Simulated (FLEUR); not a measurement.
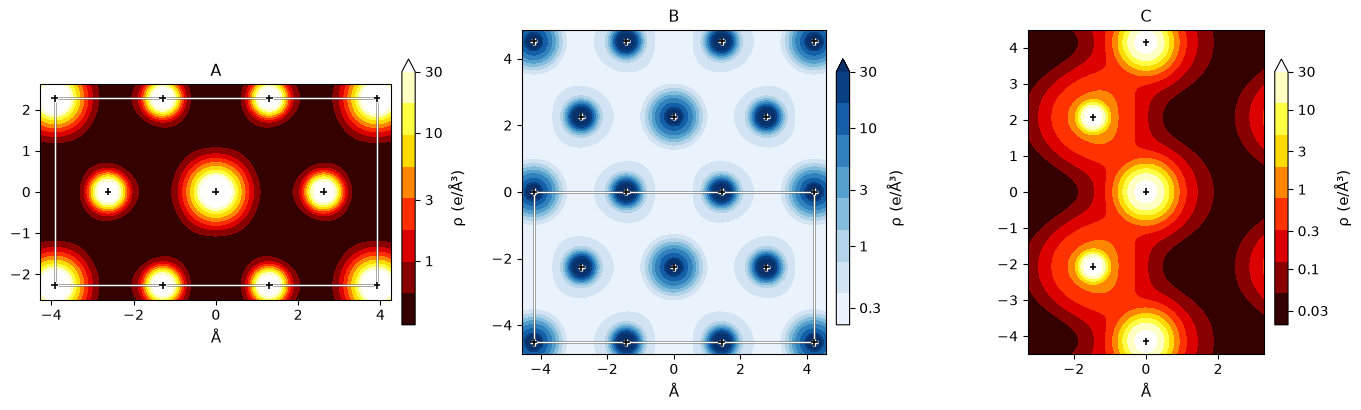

The electron density of 3 systems, each on a plane through atoms (crosses mark nuclei in the plane).

Computed with FLEUR, Kohn-Sham DFT of a periodic cell, PBEsol, all-electron.

System 1: Si2W, the (11̄0) plane of the conventional cell. Space group I4/mmm.

```
CELL_PARAMETERS angstrom
3.21380 0.00000 0.00000
0.00000 3.21380 0.00000
0.00000 0.00000 7.82990
ATOMIC_POSITIONS crystal
W 0.00000 0.00000 0.00000
W 0.50000 0.50000 0.50000
Si 0.00000 0.00000 0.66530
Si 0.50000 0.50000 0.16530
Si 0.00000 0.00000 0.33470
Si 0.50000 0.50000 0.83470
```

System 2: InP, the (011) plane of the conventional cell. Space group F-43m.

```
In P
1.0
     5.86100    0.00000    0.00000
     0.00000    0.00000   -5.86100
     0.00000    5.86100    0.00000
In P
4 4
Direct
  0.50000 0.50000 0.00000
  0.00000 0.50000 0.50000
  0.00000 0.00000 0.00000
  0.50000 0.00000 0.50000
  0.75000 0.75000 0.25000
  0.25000 0.75000 0.75000
  0.25000 0.25000 0.25000
  0.75000 0.25000 0.75000
```

System 3: TiSi2, the (11̄0) plane of the conventional cell. Space group Immm; a structure from a database of computed crystals, not necessarily the ambient phase.

Q: Match each panel to its system.

A: Panel A is system 1, Si2W: the plane holds W and Si. Si–W (2.62 Å): ρ at the midpoint is about 0.43 e/Å³. Panel B is system 3, TiSi2: the plane holds Ti and Si. Ti–Si (2.67 Å): ρ at the midpoint is about 0.27 e/Å³. Panel C is system 2, InP: the plane holds In and P. In–P (2.54 Å): the density is about 0.46 e/Å³ at the midpoint.
